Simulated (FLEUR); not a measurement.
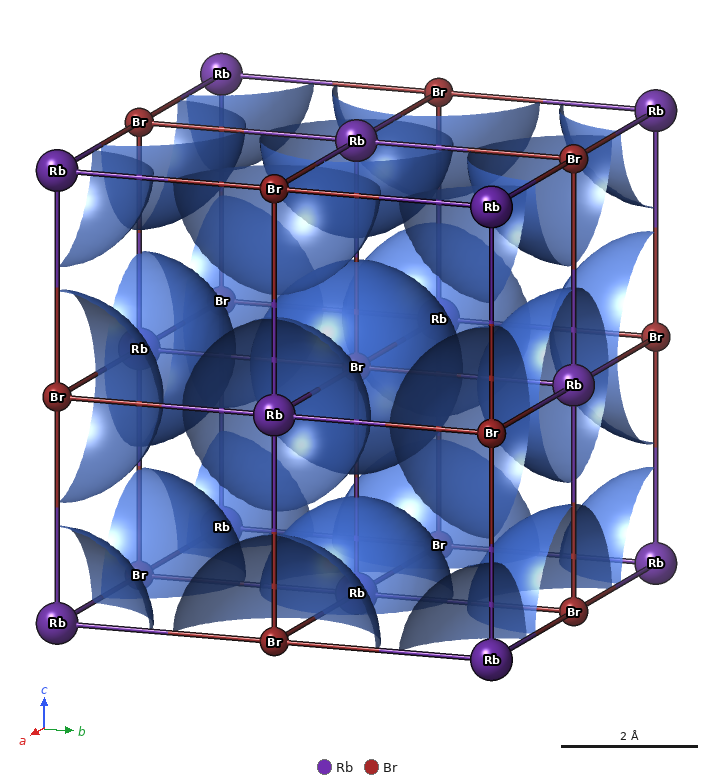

*RbBr. Isosurface of the electron density at 0.1 e/Å³ (blue), seen slightly off an axis. Sticks mark near contacts.*

Space group Fm-3m.

The calculation used Kohn-Sham DFT of a periodic cell, PBEsol, all-electron (FLEUR).

```xyz
8
Lattice="6.8540 0.0000 0.0000 0.0000 6.8540 0.0000 0.0000 0.0000 6.8540" Properties=species:S:1:pos:R:3 pbc="T T T"
Rb    0.0000    0.0000    0.0000
Rb    3.4270    3.4270    0.0000
Rb    3.4270    0.0000    3.4270
Rb    0.0000    3.4270    3.4270
Br    3.4270    0.0000    0.0000
Br    0.0000    3.4270    0.0000
Br    0.0000    0.0000    3.4270
Br    3.4270    3.4270    3.4270
```

How is the density connected at this value?

Answer. At this value the density breaks into separate islands. It bridges none of the near contacts. It is pinched off along the sampled Rb–Br (3.43 Å) contacts. On the grid the lowest density along these lines, outside the cores, is 0.08 e/Å³ (Rb–Br, 3.43 Å).

Metal or insulator at this level of theory?

Answer. It is gapped, with a Kohn–Sham gap of 4.2 eV on the k-point mesh (the band edges may lie off the mesh, which would make the gap smaller).
